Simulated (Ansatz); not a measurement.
## From Ir to Rh

System: Ir (P6₃/mmc, 2 atoms in the cell).
Method of the first run: DFT r2SCAN, scalar-relativistic, plane waves, PAW, no spin polarisation (Ansatz 0.2.0).
System of the second run: Rh (P6₃/mmc, 2 atoms in the cell).

On the first run: The structure was made by swapping elements on the sites of another compound; it need not be a known phase. On the second run: The structure derives from a Materials Project entry. Text and figures count atoms from 1; the logs count them from 0 in places.

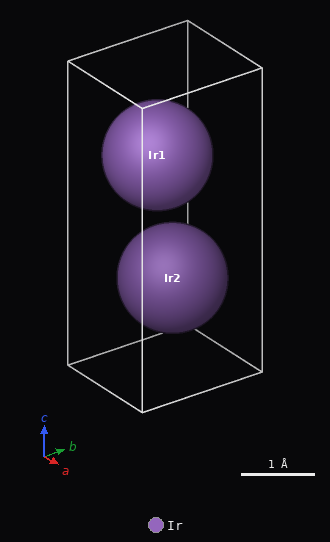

**Figure 1.** The structure (spheres-only view of the cell of the calculation, seen slightly off an axis; atoms are numbered from 1 in the order of the input). An atom can appear more than once, as a periodic image.

## The input, the first run
```yaml
crystal:
  lattice:
    - [2.6906838245, 0.0, 0.0]
    - [-1.3453419122, 2.3302005455, 0.0]
    - [0.0, 0.0, 4.3277730178]
  atoms:
    - { symbol: Ir, position: [0.6666666667, 0.3333333333, 0.75] }
    - { symbol: Ir, position: [0.3333333333, 0.6666666667, 0.25] }
basis:
  ecutwfc: 500
kpoints:
  mp_grid: { grid: [6, 6, 4] }
hamiltonian:
  xc: r2scan
scf:
  occupations: { method: gaussian, width: 0.1 }
output:
  forces: true
  stress: true
  eigenvalues: true
```

Command:
```bash
ansatz run input.yaml --threads 1 --pin off --max-ram 2560MiB --backend cpu --events-out ev --progress --plain --runs-dir out
```

Hardware: 1 thread of Intel Xeon @ 2.50GHz (Skylake/Cascade Lake), 189 GiB of memory available, shared host.

## Output, shortened to warnings, some set-up lines, iterations and results (the first run)
```
Basis set: ecut = 500 eV, 687 PW (Γ), exchange–correlation on 80×80×128 points (64 copies of the dense FFT grid, shifted against one another)
Symmetry: 24 space group operations
k-points: 21 of 144
Initial density: superposition of atomic densities (neutral atoms: chi_scale 0, normalization atom), corrected by the library's trained network
[...]
SCF iter   1: F=—  HF=-23897.100112 eV  |F-HF|=—  |Δ(HF+E_count)|=         —  Δρ=1.42e-2  dr2=1.56e-2  dr2_τ=7.50e-2  ethr=1.77e-3  ⟨swp⟩=5.2  Hψ=1854  notcnv=0
SCF iter   2: F=—  HF=-23897.164401 eV  |F-HF|=—  |Δ(HF+E_count)|=   6.43e-2  Δρ=7.06e-3  dr2=3.00e-3  dr2_τ=6.17e-4  ethr=4.59e-5  ⟨swp⟩=2.0  Hψ=871  notcnv=0  defer=4
SCF iter   3: F=—  HF=-23897.168884 eV  |F-HF|=—  |Δ(HF+E_count)|=   4.48e-3  Δρ=1.04e-3  dr2=7.32e-5  dr2_τ=2.68e-5  ethr=8.83e-6  ⟨swp⟩=2.0  Hψ=637  notcnv=0  defer=4
SCF iter   4: F=—  HF=-23897.169202 eV  |F-HF|=—  |Δ(HF+E_count)|=   3.19e-4  Δρ=2.71e-4  dr2=7.90e-6  dr2_τ=1.04e-6  ethr=2.15e-7  ⟨swp⟩=2.1  Hψ=744  notcnv=0  defer=4
SCF iter   5: F=—  HF=-23897.169243 eV  |F-HF|=—  |Δ(HF+E_count)|=   4.03e-5  Δρ=9.09e-5  dr2=2.05e-6  dr2_τ=4.02e-7  ethr=2.32e-8  ⟨swp⟩=2.0  Hψ=747  notcnv=0  defer=4
SCF iter   6: F=-23897.169244 eV  HF=-23897.169244 eV  |F-HF|=9.81e-8  |Δ(HF+E_count)|=   1.04e-6  Δρ=1.81e-5  dr2=4.11e-8  dr2_τ=3.76e-9  ethr=2.94e-10  ⟨swp⟩=4.6  Hψ=2043  …
SCF 1 converged in 6 iterations: F = -23897.169244 eV  dr2 = 4.11e-8
SCF converged after 6 iterations
Free energy (F): -23897.169244 eV
Harris-Foulkes:  -23897.169244 eV  (|F-HF|=9.81e-8)
Internal energy: -23897.160817 eV  (E = F + TS)
E sigma→0 (E₀):  -23897.165030 eV
Entropy (-TS):   -0.008427 eV (-4.213 meV/atom)
Fermi energy:    26.902584 eV
--- Per-component energies (eV) ---
  E_band       = -160.679144
  E_kinetic    = 1251.901264
  E_local      = -2037.145913  (includes V_loc(G=0)·N_el)
  E_nonlocal   = 148.179895
  E_hartree    = 792.253548
  E_xc         = -512.635798
  E_vxc        = -669.676062  (∫ρ·V_xc dr)
  E_paw        = -18499.916046  (= ΣΔE_a)
  E_vpaw       = -479.990995  (= ΣTr[D̂ρ^β])
  E_aug_tail   = -0.000034  (compensation charges beyond the density's cutoff)
  E_vtau       = 41.545151  (kinetic-family band-sum trace: ∫τ·v_τ [+ j·A + Jᵃ·Aᵃ] dr)
  E_ewald      = -5039.163946
  E_core_change = -0.633787  (= ΣΔE_core)
  E_smearing   = -0.008427  (= −TS)
  E_closure    = -0.000000  (closes the sum)
  Σ components = -23897.169244   (vs F -23897.169244, Δ=0.00e0)
--- Forces (eV/Å), atoms counted from 1 ---
  atom   1  Ir    -0.00000000    -0.00000000     0.00000000
  atom   2  Ir     0.00000000     0.00000000     0.00000000
  max |Σ_I F_I| component: 9.25e-18 eV/Å
--- Stress (GPa, compression-positive) ---
       22.081654      -0.000000       0.000000
       -0.000000      22.081654       0.000000
        0.000000       0.000000      19.352714
  P = ⅓ Tr σ = 21.1720 GPa (211.720 kbar)
```

For the second run the input was changed thus:
```diff
-    - [2.6906838245, 0.0, 0.0]
-    - [-1.3453419122, 2.3302005455, 0.0]
-    - [0.0, 0.0, 4.3277730178]
+    - [2.7309790422, 0.0, 0.0]
+    - [-1.3654895211, 2.3650972278, 0.0]
+    - [0.0, 0.0, 4.428489]
-    - { symbol: Ir, position: [0.6666666667, 0.3333333333, 0.75] }
-    - { symbol: Ir, position: [0.3333333333, 0.6666666667, 0.25] }
+    - { symbol: Rh, position: [0.66666667, 0.33333333, 0.75] }
+    - { symbol: Rh, position: [0.33333333, 0.66666667, 0.25] }
```

What does this change do to the results?

The total energies belong to different systems, so their difference says nothing on which is more stable or more accurate. The pressure goes from 21.17 to −9.60 GPa. The volume per atom goes from 13.57 to 14.30 Å³. The SCF takes 7 iterations against 6. The plane waves at Γ go from 687 to 713.

## Output, shortened to warnings, some set-up lines, iterations and results (the second run)
```
Basis set: ecut = 500 eV, 713 PW (Γ), exchange–correlation on 80×80×144 points (64 copies of the dense FFT grid, shifted against one another)
Symmetry: 24 space group operations
k-points: 21 of 144
Initial density: superposition of atomic densities (neutral atoms: chi_scale 0, normalization atom), corrected by the library's trained network
[...]
SCF iter   1: F=—  HF=-12830.376038 eV  |F-HF|=—  |Δ(HF+E_count)|=         —  Δρ=1.66e-2  dr2=1.78e-2  dr2_τ=1.11e-2  ethr=1.77e-3  ⟨swp⟩=4.9  Hψ=1782  notcnv=0
SCF iter   2: F=—  HF=-12830.395358 eV  |F-HF|=—  |Δ(HF+E_count)|=   1.93e-2  Δρ=9.37e-3  dr2=6.71e-3  dr2_τ=6.05e-4  ethr=5.24e-5  ⟨swp⟩=2.0  Hψ=840  notcnv=0  defer=1
SCF iter   3: F=—  HF=-12830.397295 eV  |F-HF|=—  |Δ(HF+E_count)|=   1.94e-3  Δρ=1.89e-3  dr2=8.04e-4  dr2_τ=1.08e-4  ethr=1.97e-5  ⟨swp⟩=2.0  Hψ=631  notcnv=0  defer=1
SCF iter   4: F=—  HF=-12830.397170 eV  |F-HF|=—  |Δ(HF+E_count)|=   1.25e-4  Δρ=6.28e-4  dr2=5.20e-5  dr2_τ=1.32e-5  ethr=2.37e-6  ⟨swp⟩=2.1  Hψ=708  notcnv=0  defer=1
SCF iter   5: F=—  HF=-12830.397202 eV  |F-HF|=—  |Δ(HF+E_count)|=   3.18e-5  Δρ=1.93e-4  dr2=3.15e-6  dr2_τ=3.84e-7  ethr=1.53e-7  ⟨swp⟩=2.5  Hψ=774  notcnv=0  defer=1
SCF iter   6: F=—  HF=-12830.397210 eV  |F-HF|=—  |Δ(HF+E_count)|=   8.50e-6  Δρ=3.37e-5  dr2=1.19e-7  dr2_τ=2.01e-8  ethr=9.27e-9  ⟨swp⟩=2.2  Hψ=718  notcnv=0  defer=1
SCF iter   7: F=-12830.397210 eV  HF=-12830.397210 eV  |F-HF|=4.37e-8  |Δ(HF+E_count)|=   2.36e-7  Δρ=7.50e-6  dr2=1.04e-8  dr2_τ=5.50e-10  ethr=2.94e-10  ⟨swp⟩=5.6  Hψ=1771  …
SCF 1 converged in 7 iterations: F = -12830.397210 eV  dr2 = 1.04e-8
SCF converged after 7 iterations
Free energy (F): -12830.397210 eV
Harris-Foulkes:  -12830.397210 eV  (|F-HF|=4.37e-8)
Internal energy: -12830.384580 eV  (E = F + TS)
E sigma→0 (E₀):  -12830.390895 eV
Entropy (-TS):   -0.012630 eV (-6.315 meV/atom)
Fermi energy:    21.075265 eV
--- Per-component energies (eV) ---
  E_band       = -237.153034
  E_kinetic    = 1143.763123
  E_local      = -3225.729595  (includes V_loc(G=0)·N_el)
  E_nonlocal   = 710.969276
  E_hartree    = 1133.714415
  E_xc         = -432.492088
  E_vxc        = -626.617911  (∫ρ·V_xc dr)
  E_paw        = -7208.372070  (= ΣΔE_a)
  E_vpaw       = -549.407171  (= ΣTr[D̂ρ^β])
  E_aug_tail   = 0.001376  (compensation charges beyond the density's cutoff)
  E_vtau       = 42.438208  (kinetic-family band-sum trace: ∫τ·v_τ [+ j·A + Jᵃ·Aᵃ] dr)
  E_ewald      = -4951.499097
  E_core_change = -0.739919  (= ΣΔE_core)
  E_smearing   = -0.012630  (= −TS)
  E_closure    = 0.000000  (closes the sum)
  Σ components = -12830.397210   (vs F -12830.397210, Δ=0.00e0)
--- Forces (eV/Å), atoms counted from 1 ---
  atom   1  Rh     0.00000000     0.00000000    -0.00000000
  atom   2  Rh     0.00000000    -0.00000000     0.00000000
  max |Σ_I F_I| component: 0.00e0 eV/Å
--- Stress (GPa, compression-positive) ---
       -7.700059       0.000000      -0.000000
        0.000000      -7.700059      -0.000000
       -0.000000      -0.000000     -13.394693
  P = ⅓ Tr σ = -9.5983 GPa (-95.983 kbar)
```

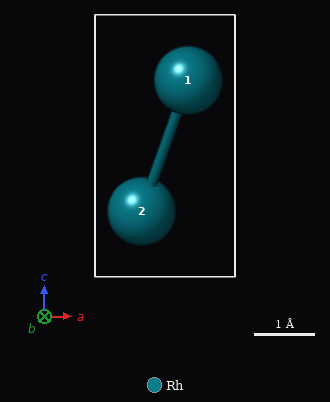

**Figure 2.** The input structure of the second run (ball-and-stick view of the cell of the calculation, along the b axis; atoms are numbered from 1 in the order of the input). An atom can appear more than once, as a periodic image.

## The two runs side by side

```csv
quantity,the first run,the second run
outcome,converged,converged
free energy per atom (eV),−11948.5846,−6415.1986
"energy per atom, smearing taken to zero (eV)",−11948.5825,−6415.1954
gap on the mesh (eV),0.00,0.00
pressure (GPa),21.17,−9.60
volume per atom (Å³),13.57,14.30
largest force (eV/Å),0.000,0.000
SCF iterations,6,7
irreducible k-points,21,21
plane waves at Γ,687,713
wall time (shared host),3.5 s,4 s
```

For the first run: Spin–orbit coupling is left out, which matters for Ir. The cell is under a pressure of 21 GPa at this level, so it is not at its equilibrium volume. For the second run: The cell is under a tension of 9.6 GPa at this level, so it is not at its equilibrium volume.
